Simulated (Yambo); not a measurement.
System: Cl, space group Cmce, 4 atoms in the primitive cell; a = 3.87 Å, b = 3.87 Å, c = 8.21 Å, α = 90.00°, β = 90.00°, γ = 71.16°. Starting point: PBEsol, PseudoDojo 0.4.1 SR PBEsol standard, no spin polarisation, no spin-orbit coupling, 4×4×2 k mesh, 789 eV cutoff, fixed occupations (Yambo). Many-body step: G0W0 with frequency dependence of W plasmon pole, bands in the response 134, bands in the self-energy 134, cutoff of the response matrix 6 Ry and cutoff of exchange and Vxc 58 Ry.

In PBEsol the smallest gap over these k points is 2.40 eV, with direct gaps of 2.46 eV at Γ and 2.48 eV at Y.

What does G0W0 give?

Answer. Over the k points that were corrected, the smallest gap goes from 2.40 eV in PBEsol (Y to Γ) to 5.45 eV in G0W0 (Y to Γ), a change of +3.05 eV (+127 %). Counted from the valence top, the lowest empty level moves by +3.05 eV at Γ and +3.11 eV at Y: a spread of 0.06 eV on a mean of 3.08 eV, so one scissor shift describes this level well. Only one empty level a point was corrected, so a higher one could drop under them. The quasiparticle weight (renormalisation factor) is 0.80 for the top filled and first empty levels.

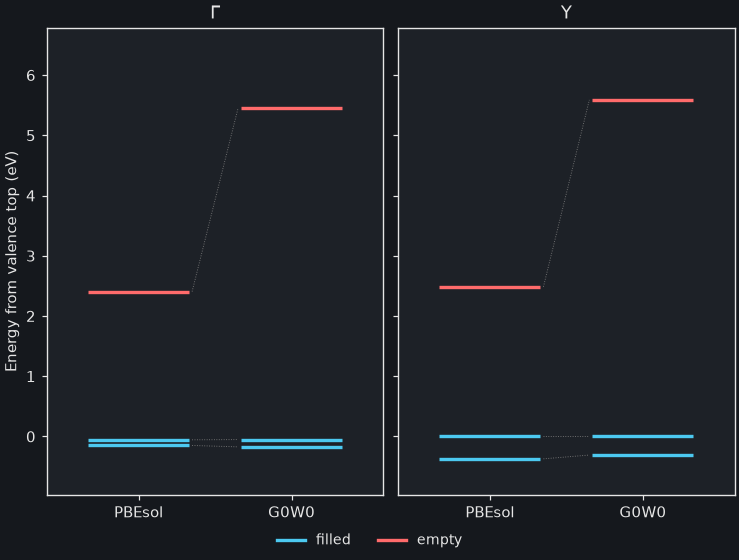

Levels at Γ and Y in PBEsol and in G0W0, each set counted from its own valence top. Only the states that were corrected are drawn, so degenerate partners can be missing. In reduced coordinates of the cell that was run, Y is (−0.5, −0.5, 0).

| k point | PBEsol direct gap (eV) | G0W0 direct gap (eV) |
| --- | --- | --- |
| Γ | 2.46 | 5.50 |
| Y | 2.48 | 5.59 |

The k mesh is coarse (spacing up to 0.43 Å⁻¹), so the values aren't converged. Bands, cutoffs and mesh are finite, so these values aren't at the basis limit.
